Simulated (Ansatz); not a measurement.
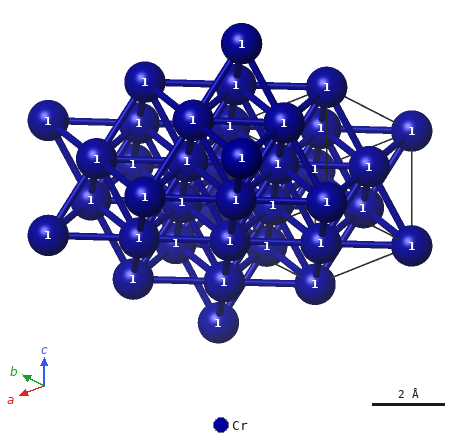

Reference structure: crystalline Cr (set up in Fm-3m). A ball-and-stick model of the conventional cell (4 times the calculation's cell), repeated 2 × 2 × 1 with one cell outlined, seen from a free direction. Lengths and directions refer to the drawn axes.

Computed with DFT PBE, scalar-relativistic, plane waves, PAW in Ansatz 0.2.0. Settings: plane-wave cutoff 420 eV; k-point mesh 20 × 20 × 20; occupations gaussian; smearing width 0.1 eV; no spin polarisation.

Now this is done to it. All lengths are scaled by −2.0 % (volume −6.0 %), the atoms keeping their fractional coordinates. No relaxation follows.

**Predict the response.**

The energy rises by 34.9 meV per atom. Pressure: 0.0 GPa before, 16.8 GPa after. All forces vanish by symmetry. Both are metals. Some distances before and after: Cr–Cr 2.561 → 2.509 Å. The space group stays Fm-3m (No. 225).

The changed structure in the same view:

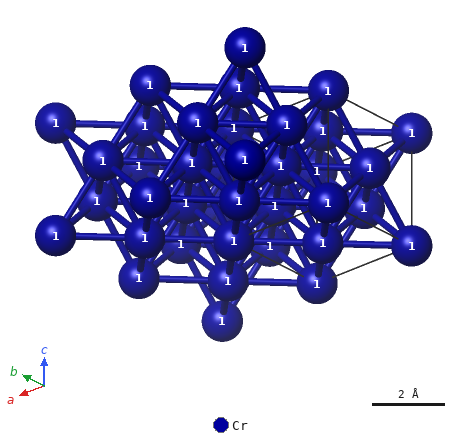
